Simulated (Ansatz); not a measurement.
## Single-point calculation of C

System: C (slab, 12 atoms in the cell).
Method: DFT, PBEsol, plane waves, norm-conserving potentials, spin-orbit coupling (Ansatz 0.2.0).

The structure derives from an entry of the Crystallography Open Database.

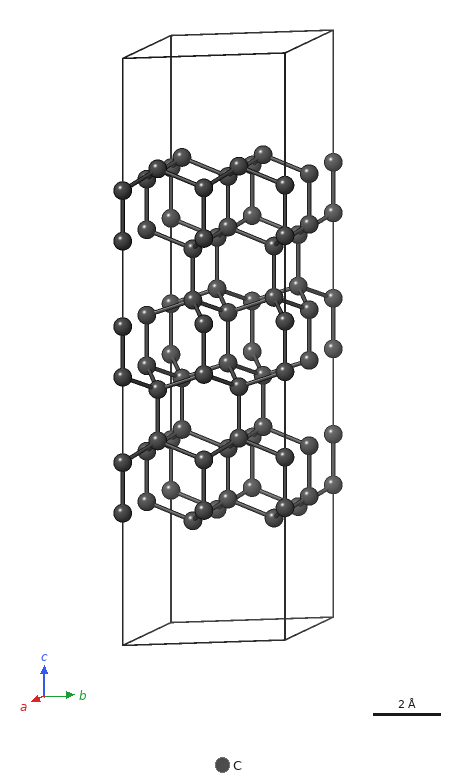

*The input geometry (ball-and-stick view of the 2 × 2 repeat of the cell, with the vacuum cut short, seen slightly off an axis). An atom can appear more than once, as a periodic image.*

### Outcome

| quantity | value |
| --- | --- |
| outcome | refused by the program |
| hardware | 2 threads of Arm Neoverse V1, 24 GiB of memory available, shared host |

### What went wrong

The input was spoiled on purpose: spin-orbit coupling on scalar files (`magnetization` and `hamiltonian.pseudopotentials`). The program refused the input: “2 input errors — fix all and re-run 1. inconsistent input (magnetization.spin_orbit, magnetization.noncollinear): true requires noncollinear: true — spin–orbit coupling acts on 2-spinor wavefunctions; set both flags 2 …”

### The input
```yaml
crystal:
  lattice:
    - [2.5053676368, 0.0, 0.0]
    - [-1.2526838184, 2.1697120193, 0.0]
    - [0.0, 0.0, 25.835942624]
  atoms:
    - { symbol: C, position: [0.3333333333, 0.6666666667, 0.2902932596] }
    - { symbol: C, position: [0.0, 0.0, 0.3103167321] }
    - { symbol: C, position: [0.0, 0.0, 0.3697861709] }
    - { symbol: C, position: [0.6666666667, 0.3333333333, 0.3898096434] }
    - { symbol: C, position: [0.6666666667, 0.3333333333, 0.4502418081] }
    - { symbol: C, position: [0.0, 0.0, 0.4702652806] }
    - { symbol: C, position: [0.0, 0.0, 0.5297347194] }
    - { symbol: C, position: [0.3333333333, 0.6666666667, 0.5497581919] }
    - { symbol: C, position: [0.3333333333, 0.6666666667, 0.6101903566] }
    - { symbol: C, position: [0.0, 0.0, 0.6302138291] }
    - { symbol: C, position: [0.0, 0.0, 0.6896832679] }
    - { symbol: C, position: [0.6666666667, 0.3333333333, 0.7097067404] }
basis:
  ecutwfc: 420
kpoints:
  mp_grid: { grid: [12, 12, 1] }
hamiltonian:
  xc: pbesol
  pseudopotentials: { kind: nc }
scf:
  occupations: { method: gaussian, width: 0.05 }
  max_iter: 80
output:
  forces: true
  eigenvalues: true
  stress: true
efield:
  axis: 3
  dipole_correction: true
  ramp_width: 0.04
magnetization:
  spin_polarized: true
  spin_orbit: true
```

Command:
```bash
ansatz run input.yaml --threads 2 --pin off --max-ram 5120MiB --backend cpu --events-out ev --progress --plain --runs-dir out
```

### What the program printed
```
Error: 2 input errors — fix all and re-run
  1. inconsistent input (magnetization.spin_orbit, magnetization.noncollinear): true requires noncollinear: true — spin–orbit coupling acts on 2-spinor wavefunctions; set both flags
  2. inconsistent input (magnetization.spin_orbit, hamiltonian.pseudopotentials.kind): true requires a fully-relativistic hamiltonian.pseudopotentials.kind (nc_fr or paw_fr), or kind: all_electron without datasets and azcp, which then solves Dirac's equation on LAPW. paw_fr resolves this project's PAW files (source: ansatz) by j as it reads them
```
